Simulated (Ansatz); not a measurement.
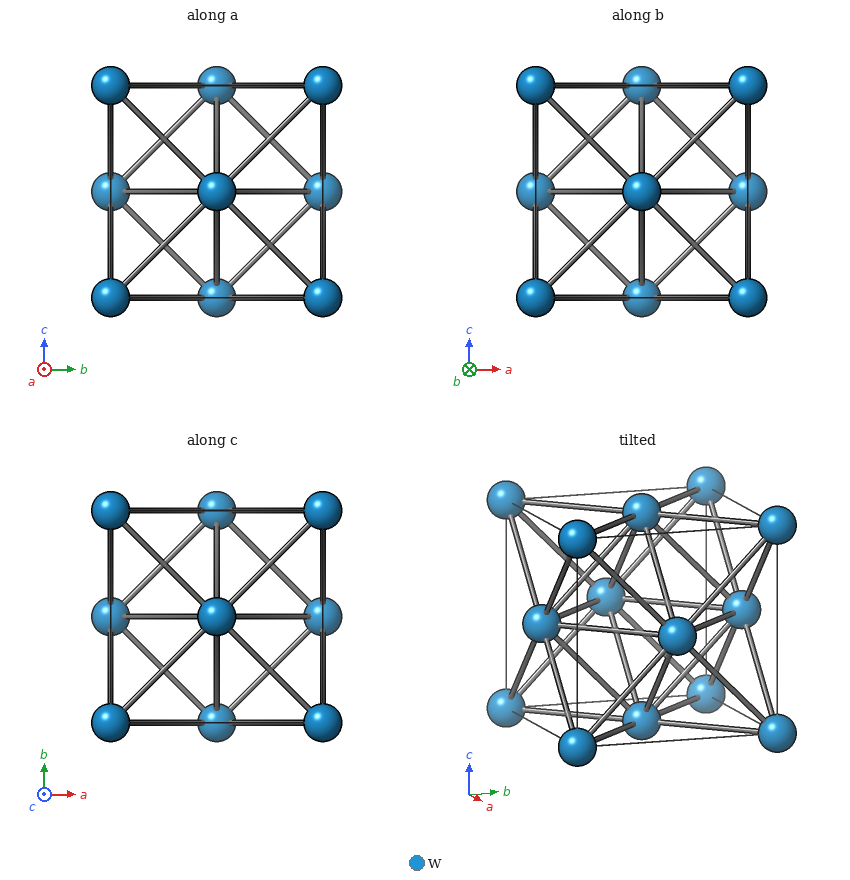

The image is a ball-and-stick drawing of a crystal, viewed along the a axis, along the b axis, along the c axis and slightly off an axis. Atoms at the boundary of the conventional unit cell (the box) are drawn once for each face, edge or corner they touch.

Lattice parameters: a = 3.851 Å, b = 3.851 Å, c = 3.851 Å, α = 90.00°, β = 90.00°, γ = 90.00°. Put a along x and b in the xy plane.

Write down what is shown as a POSCAR file.

Answer.
```
W
1.0
     3.851    0.000    0.000
     0.000    3.851    0.000
     0.000    0.000    3.851
W
4
Direct
  0.0000 0.0000 0.0000
  0.0000 0.5000 0.5000
  0.5000 0.0000 0.5000
  0.5000 0.5000 0.0000
```

Origin of the cell: a structure type filled with this element by a generator (whether the element takes this form wasn't checked). Earlier steps of the study may have refined or changed the cell and positions. Ansatz was used for an electronic-structure calculation on it.

At this level of theory the cell isn't at rest (compressed, at 48 GPa), so its distances can differ from those at equilibrium, the more so the softer the solid.
